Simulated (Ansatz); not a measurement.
The Ansatz input:

```
crystal:
  lattice:
    - [3.9901993289, 0.0, 0.0]
    - [-1.9950996644, 3.455613985, 0.0]
    - [0.0, 0.0, 4.4880042324]
  atoms:
    - { symbol: S, position: [0.3333333333, 0.6666666667, 0.5] }
    - { symbol: S, position: [0.6666666667, 0.3333333333, 0.5] }
basis:
  ecutwfc: 420
kpoints:
  mp_grid: { grid: [18, 18, 12] }
  band_path:
    path:
      - [[0.0, 0.0, 0.0], [0.5, 0.0, 0.0], [0.33333333, 0.33333333, 0.0], [0.0, 0.0, 0.0], [0.0, 0.0, 0.5], [0.5, 0.0, 0.5], [0.33333333, 0.33333333, 0.5], [0.0, 0.0, 0.5]]
      - [[0.5, 0.0, 0.5], [0.5, 0.0, 0.0]]
      - [[0.33333333, 0.33333333, 0.5], [0.33333333, 0.33333333, 0.0]]
    npoints: 14
hamiltonian:
  xc: pbe
scf:
  occupations: { method: gaussian, width: 0.1 }
  n_extra_bands: 6
output:
  forces: true
  stress: true
  eigenvalues: true
  populations: true
  dos: { projected: true, de: 0.02, nscf_kmesh: { grid: [22, 22, 15] } }
  bader: true
  write_density: true
  write_potential: true
  elf: true
  volumetric_format: npy
```

Run as:
```bash
ansatz run input.yaml --threads 1 --pin off --max-ram 2048MiB --backend cpu --events-out ev --progress --plain --runs-dir out
```

Predict the main features of the band structure and density of states. The path is Γ–M–K–Γ–A–L–H–A|L–M|H–K.

A metal: bands cross the Fermi level along this path. The last band that the electron count would fill rises to 0.08 eV above the Fermi level between Γ and M, leaving holes there, and the next band dips to 0.38 eV below it at K, holding electrons: an overlap of 0.46 eV. Bands cross the Fermi level on Γ–M, M–K, K–Γ, A–L, L–H and H–A, and not on Γ–A, L–M and H–K. At Γ the nearest levels lie 0.18 eV below and 1.10 eV above the Fermi level.

The structure is an invented one, so it need not be a known or stable phase.

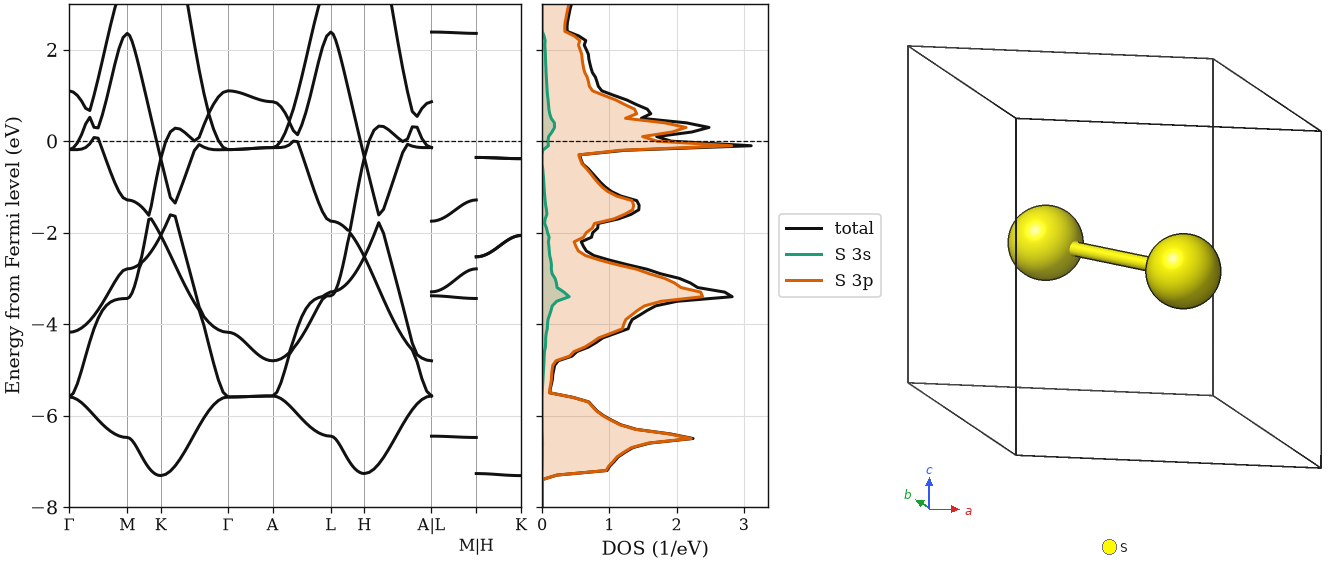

Band structure and density of states, beside the structure. Energies are counted from the Fermi level. The partial curves are projected on Löwdin-orthogonalised atomic shells.
